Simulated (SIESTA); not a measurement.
**CO₂: 7 runs along one coordinate**

System: CO₂ (I-42d, 6 atoms in the cell).
Method: Kohn-Sham DFT of a periodic cell, LDA, PseudoDojo 0.4 standard, converted to PSML, no spin polarisation (SIESTA 5.4.2).

The 7 runs differ only in the geometry, by an even scaling of the cell at fixed fractional positions. The structure derives from a Materials Project entry.

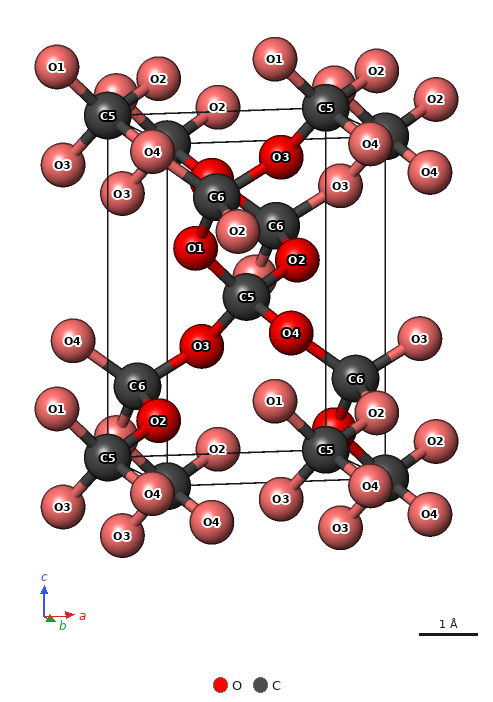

Figure 1. The structure of run 4 (ball-and-stick view of the cell 2 times as large as that of the calculation, set on its symmetry axes, seen at an oblique angle; neighbours outside the cell are drawn fainter; atoms are numbered from 1 in the order of the input). An atom can appear more than once, as a periodic image.

**Input of run 4**
```
SystemName                      CO2
SystemLabel                     CO2
NumberOfSpecies                 2
NumberOfAtoms                   6
%block ChemicalSpeciesLabel
  1   8 O
  2   6 C
%endblock ChemicalSpeciesLabel

LatticeConstant                 1.0 Ang
%block LatticeVectors
    -1.9747270000     1.9747270000     3.0140580000
     1.9747270000    -1.9747270000     3.0140580000
     1.9747270000     1.9747270000    -3.0140580000
%endblock LatticeVectors
AtomicCoordinatesFormat         Fractional
%block AtomicCoordinatesAndAtomicSpecies
     0.8750000000     0.9597980000     0.5847980000  1  O
     0.3750000000     0.2902020000     0.4152020000  1  O
     0.0402020000     0.6250000000     0.9152020000  1  O
     0.7097980000     0.1250000000     0.0847980000  1  O
     0.0000000000     0.0000000000     0.0000000000  2  C
     0.7500000000     0.2500000000     0.5000000000  2  C
%endblock AtomicCoordinatesAndAtomicSpecies

%block kgrid.MonkhorstPack
    7   0   0  0.0
    0   7   0  0.0
    0   0   7  0.0
%endblock kgrid.MonkhorstPack
XC.Functional                   LDA
XC.Authors                      PW92
PAO.BasisSize                   DZP
PAO.EnergyShift                 0.003 Ry
Mesh.Cutoff                     800 Ry
OccupationFunction              FD
ElectronicTemperature           0.05 eV
MaxSCFIterations                120
SCF.MustConverge                false
SCF.Mixer.Method                Pulay
SCF.Mixer.Weight                0.25
SCF.Mixer.History               8
SCF.DM.Tolerance                5.0e-05
SCF.H.Tolerance                 1.0e-03 eV
WriteForces                     true
Charge.Mulliken                 end
```

Command:
```bash
siesta < CO2.fdf > CO2.out 2>&1
```

Run 3 differs from it as follows:
```diff
-    -1.9747270000     1.9747270000     3.0140580000
-     1.9747270000    -1.9747270000     3.0140580000
-     1.9747270000     1.9747270000    -3.0140580000
+    -1.9614733993     1.9614733993     2.9938288133
+     1.9614733993    -1.9614733993     2.9938288133
+     1.9614733993     1.9614733993    -2.9938288133
```

**Results, with one run withheld**

```csv
run,volume per atom (Å³),"free energy per atom, from the lowest run given (meV)",pressure (GPa),gap on the mesh (eV)
1,7.366,4.43,7.78,7.68
2,7.522,0.00,1.39,7.58
3,7.679,?,?,?
4,7.836,8.37,−9.52,7.40
5,7.992,19.99,−14.16,7.30
6,8.149,35.91,−18.31,7.21
7,8.306,55.68,−22.02,7.12
```

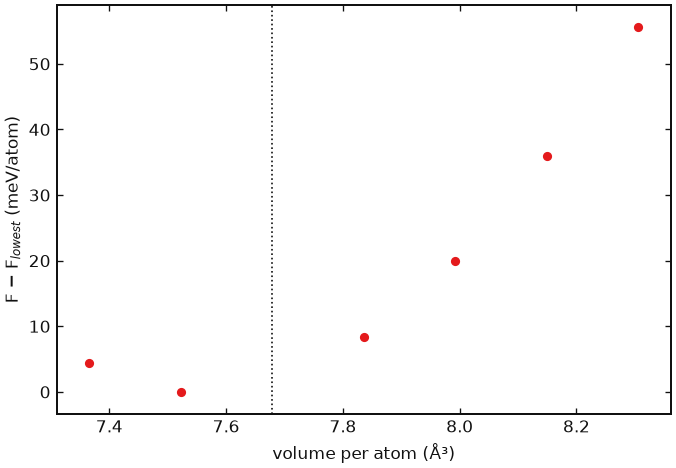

Figure 2. Free energy per atom of the runs given; the dotted line marks run 3.

Estimate the energy of run 3 from the others.

A cubic polynomial in V^(−2/3) (the Birch–Murnaghan form), fitted to the 6 runs given, misses them by at most 0.02 meV per atom. With x = V^(−2/3) − 0.25317 Å⁻², it reads F = 9.255 − 2903.3 x + 2.2242e+05 x² + 1.8724e+05 x³ (meV per atom). At run 3 it gives 1.51 meV per atom, and the run itself gives 1.52. The slope of the fit gives a pressure −dF/dV of −4.39 GPa there, and the run prints −4.37 GPa. The fit has its minimum at 7.558 Å³ per atom, where V d²F/dV² gives 287 GPa. Cell shape and fractional positions are held, so this is the stiffness under even scaling; the relaxed bulk modulus wasn't computed. The gap on the mesh goes, without turning, from 7.68 eV in run 1 to 7.12 eV in run 7; run 3 has 7.49 eV. These are gaps of this functional on this mesh, which can miss the band edges; they aren't the measured gap.

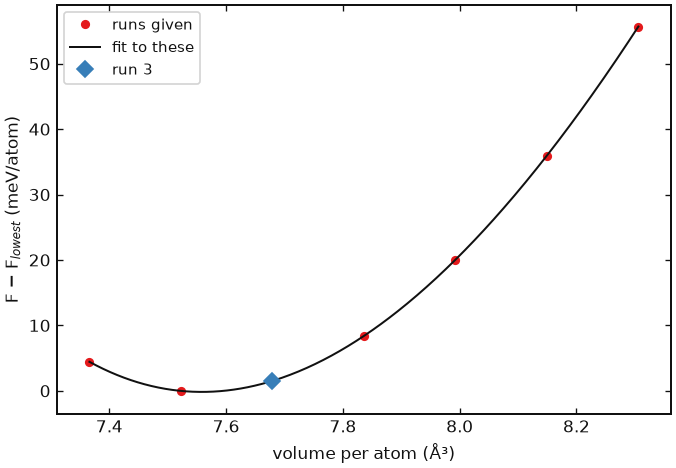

Figure 3. The fit and the withheld run.

**Some lines of the output (run 3)**
```
[...]
outcell: Cell volume (Ang**3)        :     46.0736
stepf: Fermi-Dirac step function
siesta: Etot    =     -2117.498039
siesta: FreeEng =     -2117.498039
        iscf     Eharris(eV)        E_KS(eV)     FreeEng(eV)     dDmax    Ef(eV) dHmax(eV)
siesta: E_KS(eV) =            -2120.8681
siesta: E_KS - E_eggbox =     -2120.8681
siesta: Etot    =     -2120.868142
siesta: FreeEng =     -2120.868142
siesta:         Fermi =      -5.786073
siesta: Cell volume =         46.073563 Ang**3
    Orbital volume contribution        =           2.282266 eV
```

Notes: Points of doubt noted for this run: mulliken charges of long orbitals. With a small basis of atomic orbitals these values can differ much from converged plane-wave results.
